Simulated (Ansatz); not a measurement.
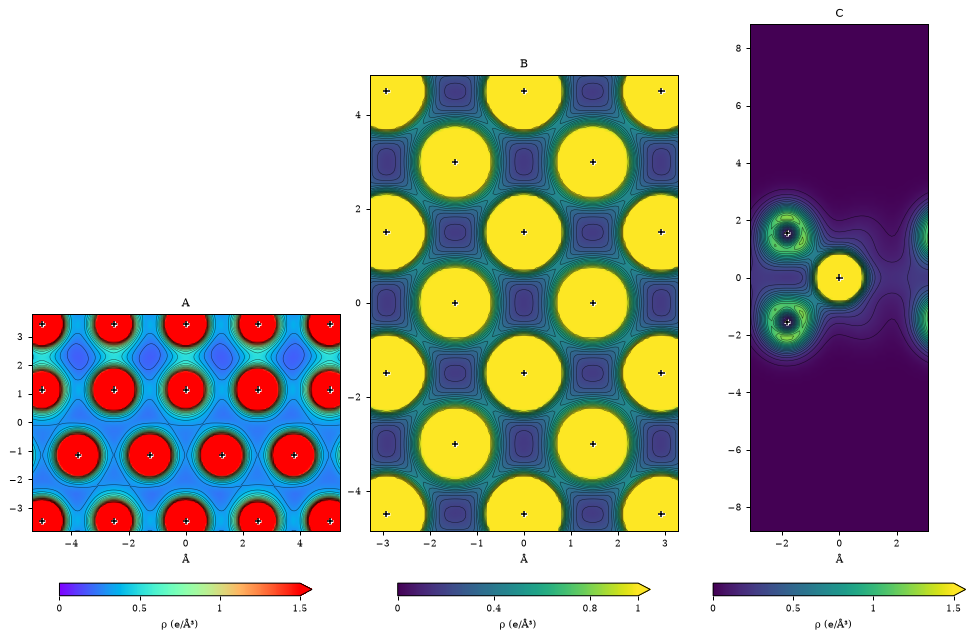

The valence pseudo-density of 3 systems, each on a plane through atoms (crosses mark nuclei in the plane).

All numbers below come from DFT r2SCAN, scalar-relativistic, plane waves, PAW (Ansatz 0.2.0).

System 1: Ni₂Ge, the (110) plane of the conventional cell. Space group P6₃/mmc; a structure from a database of computed crystals, not necessarily the ambient phase; computed without spin polarisation.

System 2: WS₂, the (100) plane of the conventional cell. Space group C2; a structure from a database of computed crystals, not necessarily the ambient phase.

```yaml
crystal:
  lattice:
    - [-3.18110, 0.00000, 0.00000]
    - [0.00000, -5.50982, 0.00000]
    - [0.50852, 0.00000, 16.95074]
  atoms:
    - { symbol: W, position: [0.00000, 0.66666, 0.00000] }
    - { symbol: W, position: [0.50000, 0.16666, 0.00000] }
    - { symbol: S, position: [0.48533, 0.83333, 0.90803] }
    - { symbol: S, position: [0.98533, 0.33333, 0.90803] }
    - { symbol: S, position: [0.51467, 0.83333, 0.09197] }
    - { symbol: S, position: [0.01467, 0.33333, 0.09197] }
```

System 3: Ti₃O₄, the (010) plane of the conventional cell. Space group Cmmm; a structure from a database of computed crystals, not necessarily the ambient phase; computed without spin polarisation.

**Which map belongs to which system?**

Panel A is system 1, Ni₂Ge: the plane holds Ni and Ge. Ni–Ge (2.30 Å): ρ at the midpoint is about 0.51 e/Å³. Panel B is system 3, Ti₃O₄: the plane holds Ti and O. Ti–Ti (2.92 Å): ρ is about 0.18 e/Å³ halfway. Panel C is system 2, WS₂: the plane holds W and S. W–S (2.41 Å): ρ is about 0.64 e/Å³ halfway.
